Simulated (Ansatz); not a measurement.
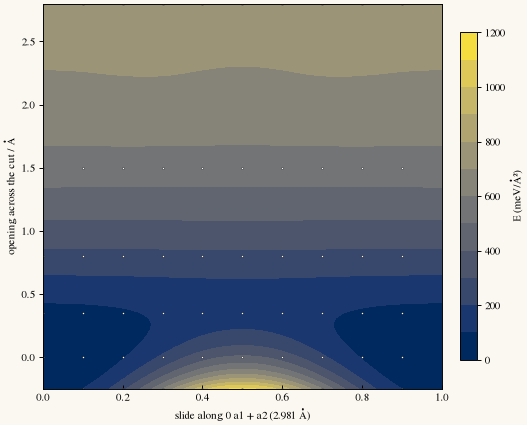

MgO (Fm-3m, No. 225; 12 atoms in the cell). Rigid slide and opening across a plane, one cut a cell; the plane is (1 1 1) of the conventional cell, and the faces at the cut hold O and Mg. First axis: slide along 0 a1 + a2 (2.981 Å). Second axis: opening across the cut. Nothing is relaxed (rigid halves). Grid: 10 × 6 points; 36 points were computed and 24 follow by symmetry. Points are written as (first, second). Energies are in meV/Å², from the lowest grid point. The band gap closes in part of the range. These are results of DFT PBEsol, scalar-relativistic, plane waves, PAW (Ansatz 0.2.0), not measurements. Settings: cutoff 520 eV, k-mesh 9×9×2 in the order of the run's cell vectors, gaussian smearing 0.05 eV, no spin polarisation.

In the figure: filled contours, dots at the grid points. Between grid points the surface is interpolated.

The lowest grid point is at (0.0, 0.00 Å). It is the only kind of minimum in the scanned range. The highest grid point, (0.5, −0.25 Å), lies 1119 meV/Å² above the lowest. On the interpolated surface the easiest way out of the lowest well to its copy in the next cell or period passes a barrier of about 152 meV/Å².

The level of theory is changed to DFT LDA, scalar-relativistic, plane waves, PAW in Ansatz 0.2.0; with it change the cell, relaxed at the new level (first cell vector 2.942 Å, before 2.981 Å); the new grid has 8 × 6 points.

**What will the new map look like?**

The minimum (interpolated where it lies between grid points) moves from (0.0, 0.00 Å) to (0.000, 0.00 Å). The easiest pass out of the lowest well goes from about 152 to about 163 meV/Å² on the interpolated surfaces. The curvature at the minimum changes by less than a tenth (about 32) eV per unit squared along the first coordinate and by less than a tenth (about 11) eV/Å² along opening across the cut (per cell).

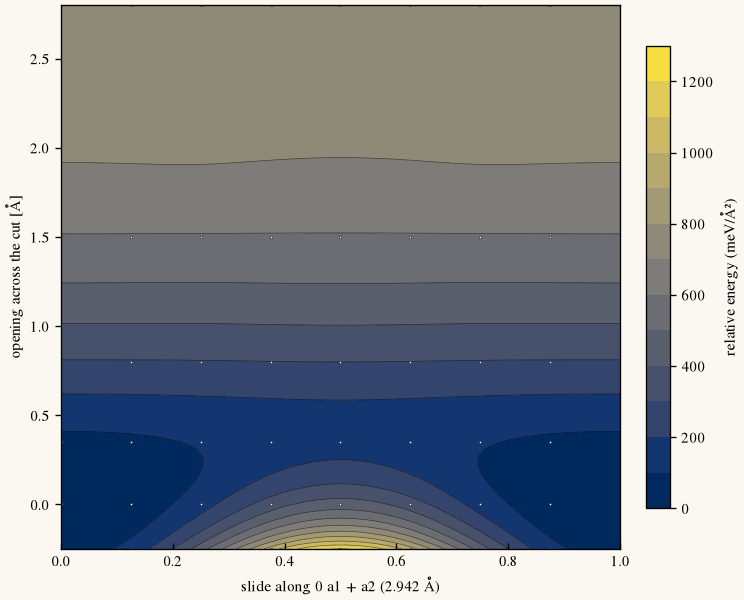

The map after the change, on a colour scale of its own. The picture shows filled contours, dots at the grid points. Between grid points the surface is interpolated.

PAW datasets: the set soft_1.
